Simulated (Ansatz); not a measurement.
```cif
data_structure
_symmetry_space_group_name_H-M 'P 1'
_symmetry_Int_Tables_number 1
_cell_length_a 4.2755
_cell_length_b 4.2755
_cell_length_c 5.1556
_cell_angle_alpha 90.000
_cell_angle_beta 90.000
_cell_angle_gamma 120.000
_cell_volume 81.62
loop_
_atom_site_label
_atom_site_type_symbol
_atom_site_fract_x
_atom_site_fract_y
_atom_site_fract_z
_atom_site_occupancy
Sr1 Sr 0.33333 0.66667 0.75000 1
Sr2 Sr 0.66667 0.33333 0.25000 1
O1 O 0.33333 0.66667 0.24874 1
O2 O 0.66667 0.33333 0.74874 1
```

Space group P6_3mc. The cell comes from a database of computed structures, not from a measurement.

Theory: Ansatz, DFT PBE, scalar-relativistic, plane waves, PAW.

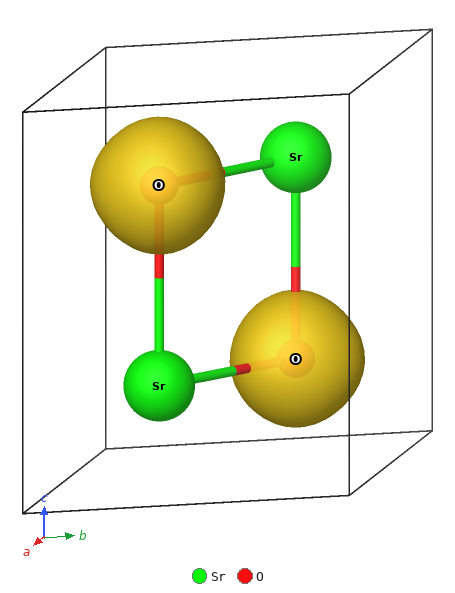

SrO. Bonding charge density, ρ(crystal) − Σ ρ(neutral atoms): yellow surfaces at +0.1, none at −0.1 e/Å³, in the conventional cell seen slightly off an axis (the regions close to the nuclei are left out). Cores are masked to 1.0 Å (Sr) and 0.6 Å (O).

Core electrons are frozen (PAW), so the fields are smoothed inside the atomic spheres.

Describe the bonding charge.

O–Sr (2.47 Å): Δρ is +0.03 e/Å³ at the midpoint (close to a masked core, so read it with care).
- Sr–Sr (3.57 Å): Δρ is −0.03 e/Å³ at the midpoint.
- Over the whole cell, outside the masked cores, the largest gain lies at the edge of the masked core of O, and the largest loss, 0.04 e/Å³, lies 1.8 Å from a strontium nucleus and 2.2 Å from an oxygen one.
- In all about 0.33 e an atom is rearranged against the free atoms.
- Bader charges: Sr +1.49 and O −1.49 e.

The run took 30 s on 1 thread of Intel(R) Xeon(R) Platinum 8375C CPU @ 2.90GHz (Ice Lake), on a shared host, peak memory 0.43 GiB.
